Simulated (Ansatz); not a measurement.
# Electron scattering at the Σ5 (310) boundary in fcc Cu with S (substitutional), part 2 of 2

How much does the Σ5 (310) boundary in fcc Cu with S (substitutional) reflect electrons?

Ansatz 0.2.0; Ansatz plane-wave DFT, PBE, PAW files; relaxation of a bicrystal slab with its lowest layers held; PAW set soft_1 (the session's first sound run).

So far: The structure; Relaxing the bicrystal.

## (2) Relaxing the bicrystal (continued)

Step by step:

| step | energy less that of the first step (eV) | largest force component (eV/Å) |
| --- | --- | --- |
| 1 | 0.0000 | 0.8293 |
| 2 | -0.1356 | 0.5457 |
| 3 | -0.3050 | 0.2777 |
| 4 | -0.3478 | 0.2748 |
| 5 | -0.3791 | 0.1123 |
| 6 | -0.3825 | 0.0071 |
| 7 | -0.3825 | 0.0072 |

Forces are held to the 2 operations that the run works with; a distortion that breaks them can't arise in this run.

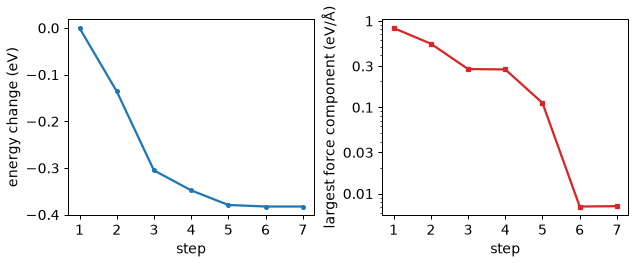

Energy and largest force along the relaxation.

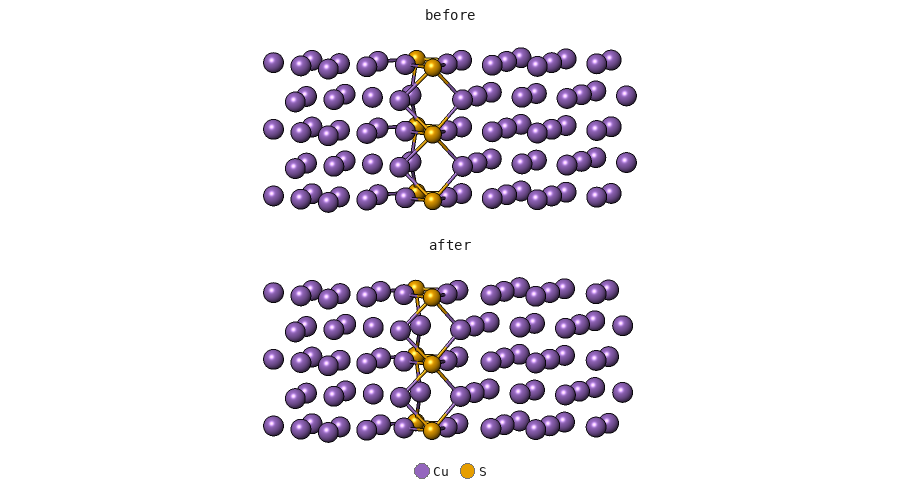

The structure before and after the relaxation, drawn at the same scale.

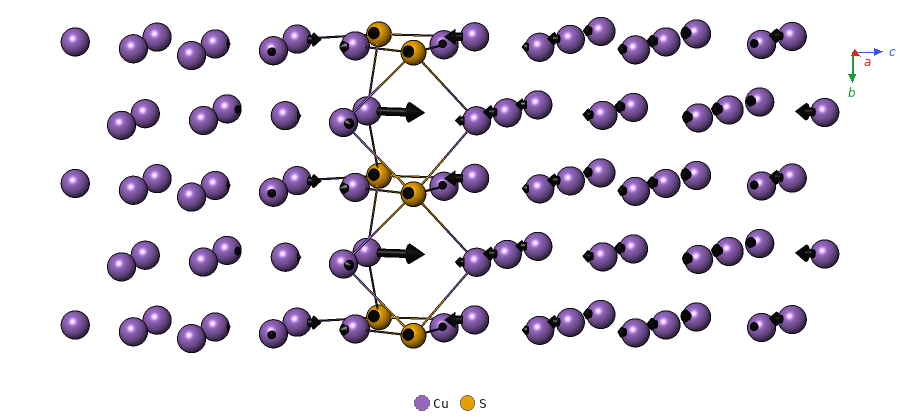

Displacements in the relaxation, exaggerated; the longest in the cell stands for 0.56 Å. 1×2×1 cells are drawn. Some periodic images of atoms are drawn too.

The atoms that moved most (Å):

| atom | dx | dy | dz | length |
| --- | --- | --- | --- | --- |
| Cu14 | 0.292 | 0.000 | 0.475 | 0.558 |
| Cu33 | -0.131 | 0.000 | -0.189 | 0.230 |
| Cu18 | -0.017 | 0.000 | -0.201 | 0.202 |
| Cu32 | -0.094 | 0.000 | -0.126 | 0.158 |
| Cu19 | -0.075 | 0.000 | -0.134 | 0.154 |
| Cu11 | 0.072 | 0.000 | 0.131 | 0.150 |
| Cu22 | -0.068 | 0.000 | -0.123 | 0.140 |
| Cu29 | -0.105 | 0.000 | -0.086 | 0.136 |

This step gave:

* free energy: -212902.9658 eV
* energy at zero smearing: -212902.8040 eV
* Fermi energy: 8.741 eV

The largest force component on a free atom ends at 0.0072 eV/Å, under the tolerance of 0.03, after 7 steps.

## (3) Transmission across the boundary

This step: Ansatz plane-wave DFT, PBE, PAW files; ballistic transport by layer matching (Landauer), zero bias; boundary relaxed in a short slab, bulk layers laid on; PAW set soft_1 (Ansatz 0.2.0).

System of this step: Σ5 (310) boundary in fcc Cu with S (substitutional). The cell holds 74 atoms: 73 Cu and 1 S. Its edges and angles: a = 5.716 Å, b = 3.615 Å, c = 50.206 Å, α = 90.0°, β = 90.0°, γ = 90.0°. It derives from Cu. Regions: lower grain, 30 atoms (30 Cu); boundary, 20 atoms (19 Cu and 1 S); upper grain, 24 atoms (24 Cu). Vacuum lies along c.

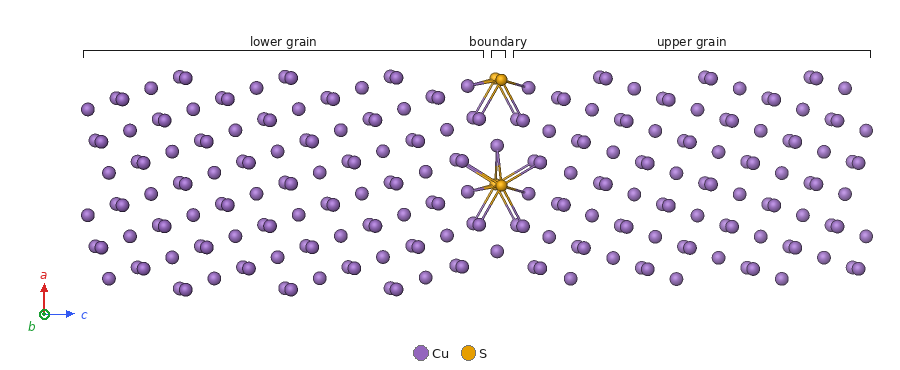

The cell of this step (copper purple, sulfur orange). Bonds to atoms that aren't drawn are left out. 2×1×1 cells are drawn. Some periodic images of atoms are drawn too.

input.yaml

```yaml
crystal:
  lattice:
    - [5.7157536252, 0.0, 0.0]
    - [0.0, 3.61496, 0.0]
    - [0.0, 0.0, 50.2057633957]
  atoms:
    - { symbol: Cu, position: [11.7000000003, -19.5, 0.0796721278] }
    - { symbol: Cu, position: [11.4000000003, -19.0, 0.0910567842] }
    - { symbol: Cu, position: [11.1000000003, -18.5, 0.1024414405] }
    - { symbol: Cu, position: [10.8000000003, -18.0, 0.1138260969] }
    - { symbol: Cu, position: [10.5000000003, -17.5, 0.1252107532] }
    - { symbol: Cu, position: [10.2000000003, -17.0, 0.1365954095] }
    - { symbol: Cu, position: [9.9000000003, -16.5, 0.1479800659] }
    - { symbol: Cu, position: [9.6000000003, -16.0, 0.1593647222] }
    - { symbol: Cu, position: [9.3000000003, -15.5, 0.1707493786] }
    - { symbol: Cu, position: [9.0000000002, -15.0, 0.1821340349] }
    - { symbol: Cu, position: [8.7000000002, -14.5, 0.1935186912] }
    - { symbol: Cu, position: [8.4000000002, -14.0, 0.2049033476] }
    - { symbol: Cu, position: [8.1000000002, -13.5, 0.2162880039] }
    - { symbol: Cu, position: [7.8000000002, -13.0, 0.2276726603] }
    - { symbol: Cu, position: [7.5000000002, -12.5, 0.2390573166] }
    - { symbol: Cu, position: [7.2000000002, -12.0, 0.2504419729] }
    - { symbol: Cu, position: [6.9000000002, -11.5, 0.2618266293] }
    - { symbol: Cu, position: [6.6000000002, -11.0, 0.2732112856] }
    - { symbol: Cu, position: [6.3000000002, -10.5, 0.284595942] }
    - { symbol: Cu, position: [6.0000000002, -10.0, 0.2959805983] }
    - { symbol: Cu, position: [5.7000000002, -9.5, 0.3073652546] }
    - { symbol: Cu, position: [5.4000000002, -9.0, 0.318749911] }
    - { symbol: Cu, position: [5.1000000002, -8.5, 0.3301345673] }
    - { symbol: Cu, position: [4.8000000001, -8.0, 0.3415192236] }
    - { symbol: Cu, position: [4.5000000001, -7.5, 0.35290388] }
    - { symbol: Cu, position: [4.2000000001, -7.0, 0.3642885363] }
    - { symbol: Cu, position: [3.9000000001, -6.5, 0.3756731927] }
    - { symbol: Cu, position: [3.6000000001, -6.0, 0.387057849] }
    - { symbol: Cu, position: [3.3000000001, -5.5, 0.3984425053] }
    - { symbol: Cu, position: [3.0000000001, -5.0, 0.4098271617] }
    - { symbol: Cu, position: [0.7000000001, 0.5, 0.421211818] }
    - { symbol: Cu, position: [0.4001831673, 0.0, 0.433359433] }
    - { symbol: Cu, position: [0.1050165411, 0.5, 0.44457262] }
    - { symbol: Cu, position: [0.809547983, 0.0, 0.4550483551] }
    - { symbol: Cu, position: [0.502005865, 0.5, 0.4676075763] }
    - { symbol: Cu, position: [0.2126169306, 0.0, 0.4807531327] }
    - { symbol: Cu, position: [0.9149391272, 0.5, 0.4899235684] }
    - { symbol: Cu, position: [0.6097292931, 0.0, 0.4991714646] }
    - { symbol: Cu, position: [0.3511528664, 0.5, 0.5217454318] }
    - { symbol: S, position: [-0.0206336463, 0.0, 0.5232111043] }
    - { symbol: Cu, position: [0.5937731977, 0.0, 0.546469162] }
    - { symbol: Cu, position: [0.8967111774, 0.5, 0.5557261672] }
    - { symbol: Cu, position: [0.1969602422, 0.0, 0.5652060713] }
    - { symbol: Cu, position: [0.4868101498, 0.5, 0.5779332339] }
    - { symbol: Cu, position: [0.7951441827, 0.0, 0.5906565734] }
    - { symbol: Cu, position: [0.0918473854, 0.5, 0.6011560594] }
    - { symbol: Cu, position: [0.3881839126, 0.0, 0.6122997597] }
    - { symbol: Cu, position: [0.6886003532, 0.5, 0.6242174126] }
    - { symbol: Cu, position: [-0.010586768, 0.0, 0.6360157201] }
    - { symbol: Cu, position: [0.2867977385, 0.5, 0.64709612] }
    - { symbol: Cu, position: [3.5867977385, -6.0, 0.6584807764] }
    - { symbol: Cu, position: [3.8867977385, -6.5, 0.6698654327] }
    - { symbol: Cu, position: [4.1867977385, -7.0, 0.681250089] }
    - { symbol: Cu, position: [4.4867977385, -7.5, 0.6926347454] }
    - { symbol: Cu, position: [4.7867977385, -8.0, 0.7040194017] }
    - { symbol: Cu, position: [5.0867977385, -8.5, 0.715404058] }
    - { symbol: Cu, position: [5.3867977385, -9.0, 0.7267887144] }
    - { symbol: Cu, position: [5.6867977386, -9.5, 0.7381733707] }
    - { symbol: Cu, position: [5.9867977386, -10.0, 0.7495580271] }
    - { symbol: Cu, position: [6.2867977386, -10.5, 0.7609426834] }
    - { symbol: Cu, position: [6.5867977386, -11.0, 0.7723273397] }
    - { symbol: Cu, position: [6.8867977386, -11.5, 0.7837119961] }
    - { symbol: Cu, position: [7.1867977386, -12.0, 0.7950966524] }
    - { symbol: Cu, position: [7.4867977386, -12.5, 0.8064813088] }
    - { symbol: Cu, position: [7.7867977386, -13.0, 0.8178659651] }
    - { symbol: Cu, position: [8.0867977386, -13.5, 0.8292506214] }
    - { symbol: Cu, position: [8.3867977386, -14.0, 0.8406352778] }
    - { symbol: Cu, position: [8.6867977386, -14.5, 0.8520199341] }
    - { symbol: Cu, position: [8.9867977386, -15.0, 0.8634045905] }
    - { symbol: Cu, position: [9.2867977386, -15.5, 0.8747892468] }
    - { symbol: Cu, position: [9.5867977386, -16.0, 0.8861739031] }
    - { symbol: Cu, position: [9.8867977387, -16.5, 0.8975585595] }
    - { symbol: Cu, position: [10.1867977387, -17.0, 0.9089432158] }
    - { symbol: Cu, position: [10.4867977387, -17.5, 0.9203278722] }
kpoints:
  mp_grid: { grid: [5, 7, 1] }
hamiltonian:
  xc: pbe
  pseudopotentials: { kind: paw, azcp: { folder: soft_1 } }
scf:
  occupations: { method: fermi_dirac, width: 0.1 }
output:
  transmission:
    leads: [[16, 17], [60, 61]]
    kmesh: [12, 18]
    e_range: [-0.1, 0.1]
    de: 0.05
  write_potential: true
  write_density: true
  volumetric_format: npy
  elf: true
```

Started as:

```console
> ansatz run input.yaml --threads 4 --pin off --max-ram 15360MiB --backend cpu --events-out ev --progress --plain --runs-dir out
```

Numbers of over 12 decimals in the logs are rounded to 6 here.

What it wrote:

```text
[...]
Crystal: 74 atoms, lattice volume = 1037.363 Å³
Basis set: ecut = 420 eV, 20261 PW (Γ)
Bands: 836, of which v1, the nominal top of the filled ones, is band 697 counted from 1 (696 counted from 0)
Symmetry: 2 space group operations
[...]
k-points: 12 of 35 (time reversal used)
[...]
SCF iter   1: F=—  HF=-484599.983437 eV  |F-HF|=—  |Δ(HF+E_count)|=         —  Δρ=2.40e-1  dr2=3.61e2  ethr=3.10e-3  ⟨swp⟩=5.6  Hψ=35949  notcnv=0  defer=392
[...]
SCF iter  15: F=-484535.590722 eV  HF=-484535.590722 eV  |F-HF|=9.14e-8  |Δ(HF+E_count)|=   3.64e-8  Δρ=2.89e-6  dr2=8.91e-8  ethr=7.18e-12  ⟨swp⟩=9.4  Hψ=44665  notcnv=0
SCF 1 converged in 15 iterations: F = -484535.590722 eV  dr2 = 8.91e-8
[...]
transmission: 399 of 3990 steps passed
transmission: 798 of 3990 steps passed
[...]
transmission: 3990 of 3990 steps passed
WARN: The output density's exchange-correlation potential varies sharply where the density is thin. Do not read a vacuum level from v_tot or v_xc, or from such a field of the output density. On a cell that repeats whose density bears no net charge and no dipole along the vacuum's axis use v_es (v_loc + v_h of the components); under efield.dipole_correction with no amplitude use v_es + v_field, which holds any externa [...]
SCF converged after 15 iterations
Free energy (F): -484535.590722 eV
[...]
Internal energy: -484534.837305 eV  (E = F + TS)
E sigma→0 (E₀):  -484535.214014 eV
Entropy (-TS):   -0.753416 eV (-10.181 meV/atom)
Fermi energy:    13.106456 eV
[...]
--- Band table (eV; the first three rows and the last of 12) ---
  k-point 0: bands = [... 693 lower, 12.6657, 12.7345, 12.8860, 12.9179, 13.1376, 13.1895, 13.2687, 13.4488, ... 135 higher]
  k-point 1: bands = [... 693 lower, 12.7511, 12.8848, 13.0172, 13.0449, 13.2613, 13.3329, 13.4720, 13.4889, ... 135 higher]
  k-point 2: bands = [... 693 lower, 12.7413, 12.8789, 12.8937, 12.9336, 12.9919, 13.0888, 13.1791, 13.2562, ... 135 higher]
  k-point 11: bands = [... 693 lower, 12.4032, 12.4422, 12.4956, 12.5215, 12.5772, 12.5946, 12.6029, 12.6809, ... 135 higher]
--- Transmission ---
  basis      : 187 plane waves across, 57 finite elements along
  points     : 70, standing for a mesh of 12 x 18
  energies   : 5 from -0.100000 to 0.100000 eV about the Fermi level, 0.050000 eV apart; the leads are filled to 0.000000 eV, and channels, transmission and decay are at 0.000000 eV
  crystal 0  : Cu4, at the sites [16, 17], period 2.2863 Å, over 17.72 Å; its Hamiltonian steps by up to 3.0 meV
    offset         : up to 0.0000 Å between an atom of the period and one for which it stands
    channels       : 3.004630e0 a spin
    conductance    : none, the energies end too early or step too widely for 300 K: set another output.transmission.e_range or a lower de, or, where they end at an eighth of basis.ecutwfc, a higher one
[...]
channels       : 3.004630e0 a spin
[...]
junction   : crystal 0 to crystal 1, 12.86 to 37.35 Å
    transmission   : 1.612060e0 a spin
[...]
```

It took 48 min on 4 threads of Arm Neoverse V1, shared host; peak memory 12 GiB.

The column dr2 measures how far the density is from self-consistency, as an energy; F and HF (Harris–Foulkes) agree once it is small.

This run has no spin polarisation although its electron count is odd.

This step gave:

* free energy: -484535.5907 eV
* energy at zero smearing: -484535.2140 eV
* Fermi energy: 13.11 eV
* cell area: 20.66 Å²
* transmission per spin nearest the Fermi level: 1.612
* open channels per spin nearest the Fermi level: 3.005
* open channels per spin, upper lead: 3.005
* step of the lead's potential: 3 meV
* step of the upper lead's potential: 4.7 meV

Per spin. Table of transmission, zone mean by energy, zero at the Fermi level:

| energy (eV) | transmission, zone mean |
| --- | --- |
| -0.1000 | 1.58 |
| -0.0500 | 1.60 |
| 0.0000 | 1.61 |
| 0.0500 | 1.60 |
| 0.1000 | 1.64 |

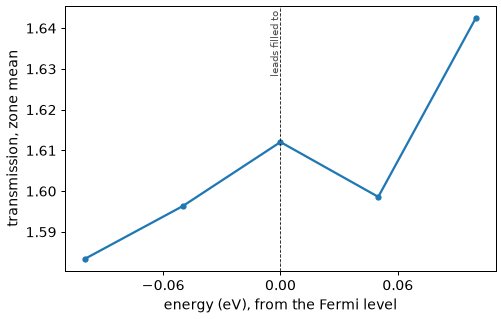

Transmission, zone mean against energy.

Per spin. Open channels, zone mean against energy, zero at the Fermi level:

| energy (eV) | lead | upper lead |
| --- | --- | --- |
| -0.1000 | 2.95 | 2.95 |
| -0.0500 | 2.99 | 2.99 |
| 0.0000 | 3.00 | 3.00 |
| 0.0500 | 3.03 | 3.00 |
| 0.1000 | 3.04 | 3.04 |

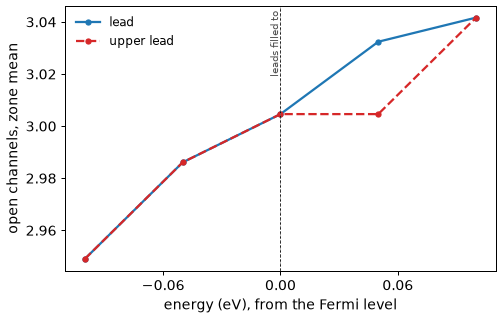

Open channels, zone mean against energy.

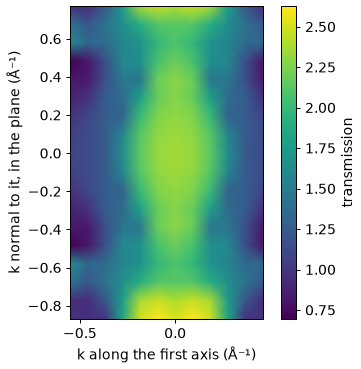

Transmission over k1 and k2. At 0.0000 eV from the Fermi level.

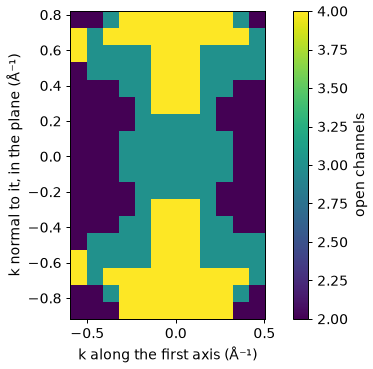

Open channels over k1 and k2. At 0.0000 eV from the Fermi level.

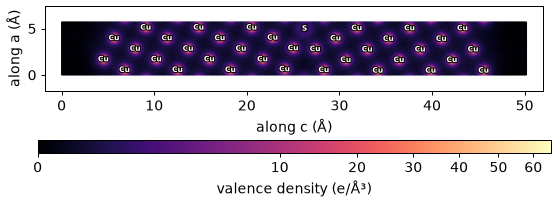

Valence density in the ca plane at fractional y = 0.000, with atoms of Cu and S within 0.2 Å of it. It is the smooth field of the valence electrons, not physical close to the nuclei. The map starts off the cell's origin, so that atoms lie inside it. The colour scale is stretched toward low values.

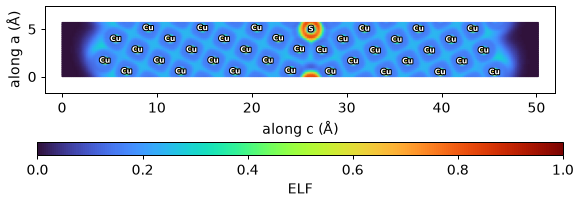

ELF in the ca plane at fractional y = 0.000, with atoms of Cu and S within 0.2 Å of it. It is the smooth field of the valence electrons, not physical close to the nuclei. The map starts off the cell's origin, so that atoms lie inside it.

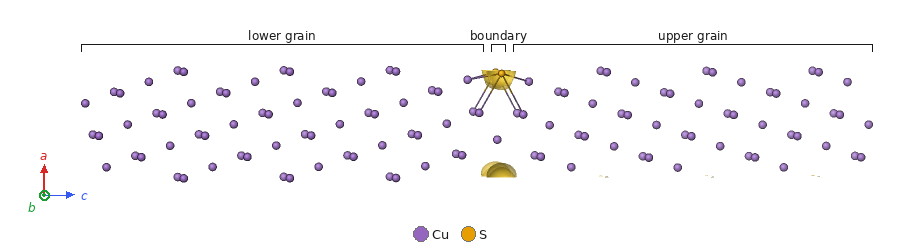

Surface of ELF = 0.8. Bonds to atoms that aren't drawn are left out.

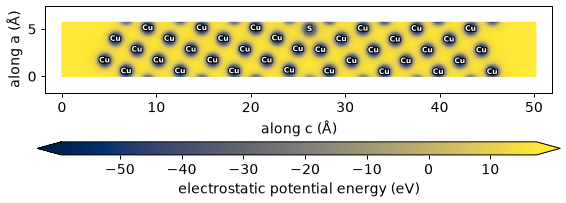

Electrostatic potential energy in the ca plane at fractional y = 0.000, with atoms of Cu and S within 0.2 Å of it. With pseudopotentials it is smooth inside the atoms' cores, unlike the true potential. The map starts off the cell's origin, so that atoms lie inside it.

Over the solved energies the transmission per spin lies between 1.58 and 1.64, out of 3.00 channels of the lead on average (up to 3.04).

## (4) Specific resistance

This step: Ansatz plane-wave DFT, PBE, PAW files; ballistic transport by layer matching (Landauer), zero bias; specific resistance of the boundary; PAW set soft_1 (Ansatz 0.2.0).

This step gave:

```
area resistance                      : 0.7710 fΩ m²
T over the leads' mean channel count : 0.5355
```

Averaged over the energies near the Fermi level, 53.6 % of the channels pass, which makes 0.771 fΩ m².

By hand, with T and the leads' channels N averaged over the energies near the Fermi level: RA = A (h/2e²)(1/T − ½[1/N₁ + 1/N₂]) = 20.66×10⁻²⁰ m² × 12 906 Ω × (1/1.607 − ½[1/3.003 + 1/2.997]) = 0.771 fΩ m².

## (5) What came out

```json
{
  "specific resistance of the boundary": "0.771 fΩ m²",
  "share of channels that pass": "0.536"
}
```

The boundary has a specific resistance of 0.77 fΩ m². The boundary reflects 46 % of the channels; 0.77 fΩ m² is 7.7×10⁻¹² Ω·cm². That equals the resistance of 45 nm of bulk Cu at 300 K (measured 1.725 µΩ cm, CRC Handbook of Chemistry and Physics, 84th ed., 2003, Electrical Resistivity of Pure Metals). One S in 20.7 Å² of boundary is a high coverage. Each plane of this narrow cell holds one atom, so the solute fills a whole plane. One starting structure was relaxed; another shift or atom count at the boundary may lie lower.

[Logs are printed without paths, hosts, clocks, repeated set-up lines and the standing remarks that a program may print on its own settings, such as how far it seeks lower states.]

[Hosts, paths, dates, database ids (printed as entryN), source tags and the programs' standing remarks are cut or masked in the printed files.]
